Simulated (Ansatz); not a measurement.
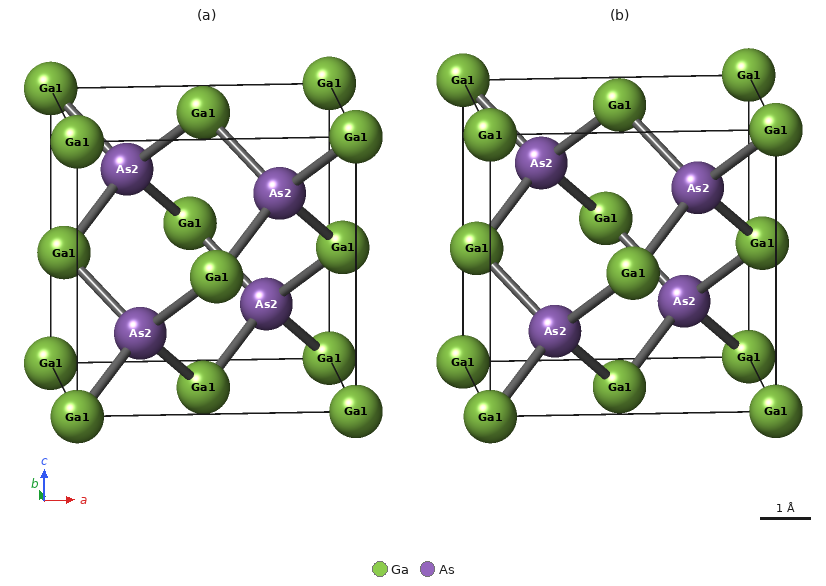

Left: a symmetric starting cell of GaAs (made from another compound by putting As in place of P). Right: the same structure after one change, at the same scale. The picture is a ball-and-stick view of the conventional cell (4 times the calculation's cell), seen from a free direction. Lengths and directions refer to the drawn axes.

These are results of DFT PBE, scalar-relativistic, plane waves, PAW (Ansatz), not measurements. (plane-wave cutoff 420 eV; k-point mesh 10 × 10 × 10; occupations gaussian; smearing width 0.01 eV; no spin polarisation)

Q: Which change leads from the left to the right?

A: All lengths are scaled by +2.5 % (volume +7.7 %), the atoms keeping their fractional coordinates. No relaxation follows. The starting cell wasn't computed here and needn't be at equilibrium, so pressure and forces aren't due to the change alone.

Q: What does the change do?

A: The pressure is −0.6 GPa (not all of it need come from the change, since the unchanged cell can be under pressure at this level too). All forces vanish by symmetry. Near-neighbour distances before and after: As–Ga 2.434 → 2.496 Å. The space group stays F-43m (No. 216).
